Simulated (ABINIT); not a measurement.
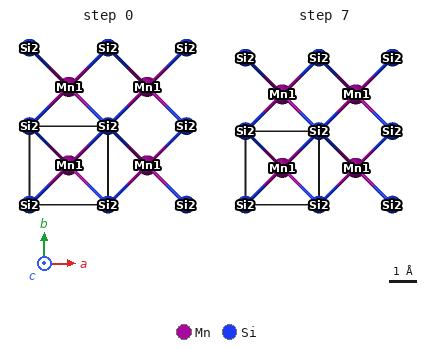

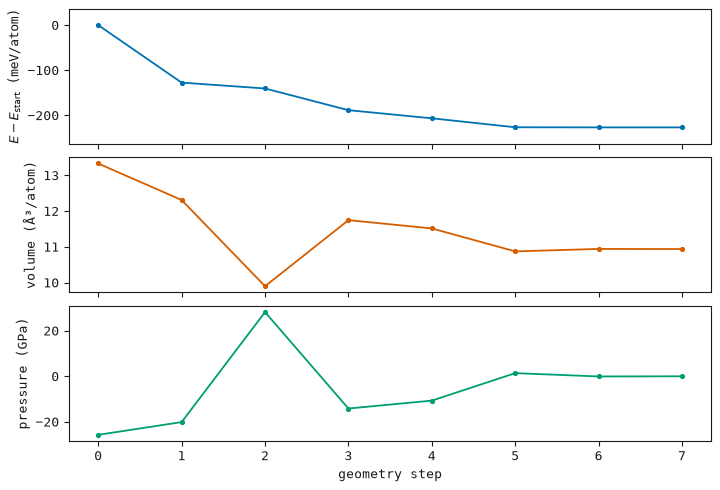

First and last geometry of a relaxation of solid MnSi (a generated structure, set up in Pm-3m), with the history of the run. Style: ball-and-stick. Shown: the cell of the calculation, repeated 2 × 2 × 1 with one cell outlined, along the c axis.

The run lets cell and atoms move.

The calculation used Kohn-Sham DFT of a periodic cell, PBE, JTH PAW PBE v2.0 (ABINIT).

Input file:
```
# Pseudopotentials
pp_dirpath "./"
pseudos "Mn.GGA_PBE-JTH.xml, Si.GGA_PBE-JTH.xml"

# Structure
acell 2.98743146 2.98743146 2.98743146 Angstrom
rprim
     1.0000000000     0.0000000000     0.0000000000
     0.0000000000     1.0000000000     0.0000000000
     0.0000000000     0.0000000000     1.0000000000
ntypat 2
znucl 25 14
natom 2
typat 1 2
xred
     0.5000000000     0.5000000000     0.5000000000
     0.0000000000     0.0000000000     0.0000000000
chkprim 0
chksymtnons 0
tolsym 1.0e-6

# Plane-wave basis
ecut 17.0
pawecutdg 34.0

# k points
kptopt 1
ngkpt 9 9 9
nshiftk 1
shiftk 0.0 0.0 0.0

# Exchange and correlation
ixc 11

# Bands and occupations
nband 15
occopt 3
tsmear 0.05 eV

# Spin
nsppol 2
spinat
     0.0000000000     0.0000000000     4.0000000000
     0.0000000000     0.0000000000     0.0000000000

# SCF cycle
nstep 100
tolvrs 1.0e-9

# Output
iomode 3
prtwf 0
prtden 0
prteig 0
prtebands 0
enunit 2

# Relaxation
ionmov 22
ntime 60
tolmxf 5.0e-5
optcell 2
dilatmx 1.15
ecutsm 0.5
chkdilatmx 0
```

Run as
```bash
abinit run.abi > log 2>&1
```

> What do the curves and the structures tell?

It converged. The atoms keep their places relative to the cell (all moves are under 0.005 Å). The volume changes by −17.9 %, with a = b = c 2.987 → 2.797 Å (−6.4 %). Near-neighbour distances that change, for instance: Mn1–Si2 2.587 → 2.422 Å. The space group stays Pm-3m (No. 221). The energy falls by 227 meV per atom in 7 geometry steps. All forces vanish by symmetry, so only the cell relaxes. The pressure goes from −25.70 to 0.00 GPa. Cost: 8 min on 1 thread of Arm Neoverse V1 (shared host), peak memory 0.14 GiB.
